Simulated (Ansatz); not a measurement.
Input file:

```
crystal:
  lattice:
    - [0.0, 5.5073398843, -5.5073398843]
    - [5.5073398843, 5.5073398843, 0.0]
    - [5.5073398843, 0.0, -5.5073398843]
  atoms:
    - { symbol: Al, position: [0.0, 0.0, 0.5] }
    - { symbol: Al, position: [0.0, 0.5, 0.5] }
    - { symbol: Al, position: [0.5, 0.0, 0.5] }
    - { symbol: Al, position: [0.5, 0.5, 0.5] }
    - { symbol: Al, position: [0.0, 0.0, 1.0] }
    - { symbol: Al, position: [0.0, 0.5, 1.0] }
    - { symbol: Al, position: [0.5, 0.0, 1.0] }
    - { symbol: Al, position: [0.5, 0.5, 1.0] }
    - { symbol: P, position: [0.125, 0.125, 0.125] }
    - { symbol: P, position: [0.125, 0.625, 0.125] }
    - { symbol: P, position: [0.625, 0.125, 0.125] }
    - { symbol: P, position: [0.625, 0.625, 0.125] }
    - { symbol: P, position: [0.125, 0.125, 0.625] }
    - { symbol: P, position: [0.125, 0.625, 0.625] }
    - { symbol: P, position: [0.625, 0.125, 0.625] }
    - { symbol: P, position: [0.625, 0.625, 0.625] }
basis:
  ecutwfc: 420
  xc_grid: 2
kpoints:
  mp_grid: { grid: [3, 3, 3], shift: [0.0, 0.0, 0.0] }
hamiltonian:
  xc: pbe
scf:
  occupations: { method: gaussian, width: 0.01 }
output:
  forces: true
  stress: true
  eigenvalues: true
  write_density: true
  write_potential: true
  elf: true
  volumetric_format: npy
```

Command:

```sh
ansatz run input.yaml --threads 4 --pin off --max-ram 10240MiB --backend cpu --events-out ev --progress --plain --runs-dir out
```

Space group F-43m; a structure from a database of computed crystals, not necessarily the ambient phase.

Level of theory: DFT PBE, scalar-relativistic, plane waves, PAW in Ansatz 0.2.0.

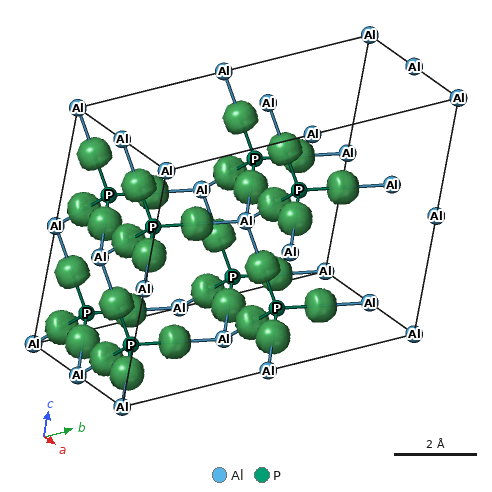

AlP. Isosurface of the electron localisation function at 0.9 (green), seen slightly off an axis. Core shells and regions of very low density are left out. Sticks mark near contacts.

Q: Where are the electrons localised?

A: At this value the surface marks out 32 regions between bonded Al–P atoms (shared pairs), counted in one cell of 16 atoms. Regions shared between cells count once. Profiles from the grid: Al–P (2.38 Å): the ELF peaks at about 0.95 between the atoms: a shared electron pair.

Q: Does the calculation make it a metal, or give it a gap?

A: It is gapped, with a Kohn–Sham gap of 1.6 eV on the k-point mesh (the band edges may lie off the mesh, which would make the gap smaller).
